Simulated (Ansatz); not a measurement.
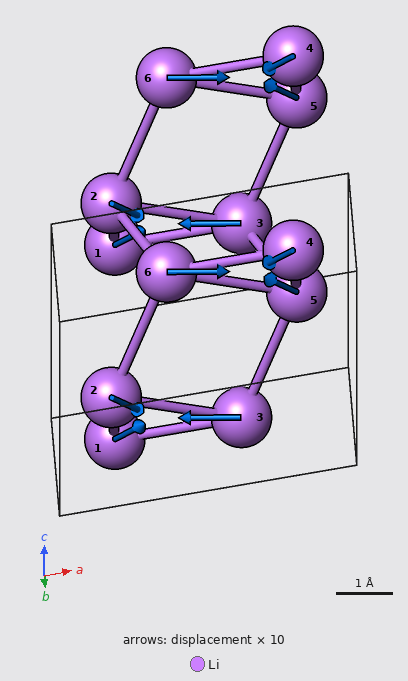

A relaxation of a crystal of Li (a generated structure, set up in P6_3/mmc). The starting structure is drawn; blue arrows show the displacements (the part carried along by the change of the cell is left out), 10 times their true length.

The picture is a ball-and-stick view of the cell of the calculation, repeated 1 × 1 × 2 with one cell outlined, seen from a free direction.

Method: DFT PBE, scalar-relativistic, plane waves, PAW in Ansatz 0.2.0. Set-up: plane-wave cutoff 420 eV; k-point mesh 6 × 6 × 10; occupations gaussian; smearing width 0.1 eV; no spin polarisation; cell and atoms relaxed; force threshold 0.01 eV/Å; at most 80 steps.

> What happened in the run?

The largest moves relative to the cell, 0.12 Å, are those of Li1, Li2, Li3, Li4, Li5 and Li6. Li4 goes along [−1 1 0]. The drawn cell changes as follows: a = b 6.227 → 6.893 Å (+10.7 %), c 3.618 → 3.061 Å (−15.4 %); the volume changes by +3.7 %. Near-neighbour distances that change, for instance: Li1–Li1 3.618 → 3.061 Å, Li1–Li5 2.744 → 2.845 Å, Li1–Li2 2.653 → 2.738 Å. Bond angles that change, for instance: Li5–Li1–Li5 82.5° → 65.1°, Li5–Li1–Li6 81.3° → 93.8°, Li2–Li1–Li6 130.6° → 136.9°. The space group stays P6_3/mmc (No. 194). The energy falls by 0.316 eV per cell of the calculation in 6 accepted moves (7 points after the start). Largest force component: 0.22 eV/Å at the start, 0.0032 eV/Å at the end. The pressure goes from 0.61 to 0.02 GPa. The SCF was repeated once at an unchanged geometry on a basis and grid sized afresh for the cell, which shifted the energy by 0.3 meV per cell of the calculation at most.
